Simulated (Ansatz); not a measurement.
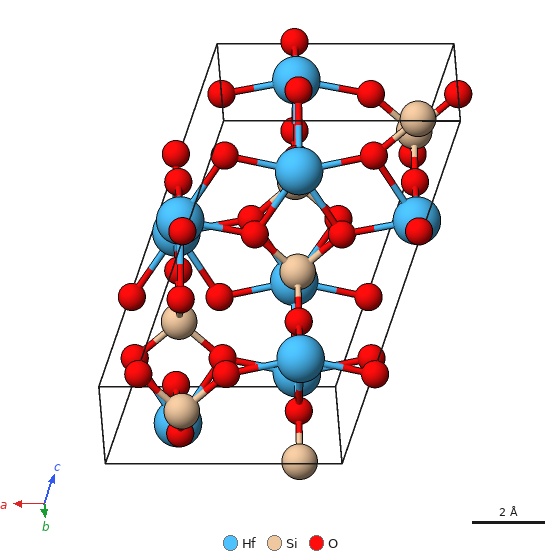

Structure drawing (ball-and-stick), viewed from a general direction. The lines enclose the supercell; boundary atoms appear with their images. The host is HfSiO$_{4}$, in a cell of 36 sites, and the cell is neutral.

Question: What imperfection does the supercell contain?

Answer: An oxygen vacancy. Around the empty site lies one Si at about 1.4 Å.

The calculation used DFT PBEsol, scalar-relativistic, plane waves, PAW in Ansatz 0.2.0, with plane waves up to 420 eV, a 2×2×2 k-point grid, Gaussian smearing of 0.02 eV, collinear spins.

Question: Does the defect carry a magnetic moment?

Answer: No net moment.

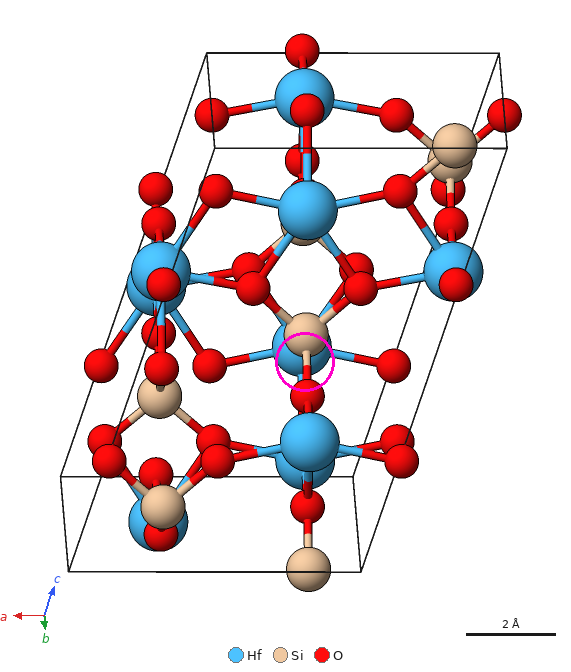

The same cell with a ring at the defect's site.

The atoms were relaxed in the host's cell with Ansatz, DFT PBEsol, scalar-relativistic, plane waves, PAW.
